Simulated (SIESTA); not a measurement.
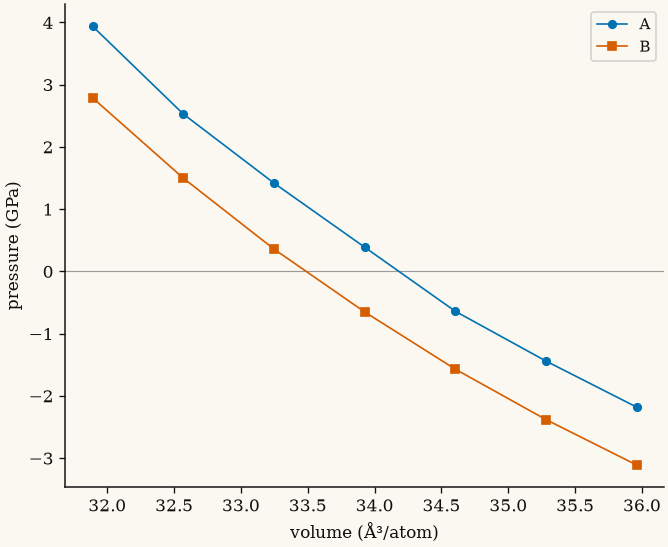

Plotted: pressure against volume, with one curve for each functional, for Te (space group P3_121). The labels are replaced by letters. In alphabetical order the cases are: LDA; PBEsol.

Calculation (SIESTA 5.4.2): DFT in numerical atomic orbitals with pseudopotentials, no spin polarisation; energies at scaled volumes of the given cell, shape and fractions fixed, counted from the fit's minimum, third-order Birch-Murnaghan fit. All runs: no spin polarisation.

- k mesh: 7×7×5
- occupations: Fermi–Dirac
- smearing width: 0.05 eV
- potentials: PseudoDojo 0.4 standard, converted to PSML, two zetas on semicore shells

Which letter stands for which functional?

Answer. A: PBEsol; B: LDA.

Caveats: mulliken charges of long orbitals; shape and atomic fractions are frozen while scaling, which makes layered, chain and framework solids too stiff.
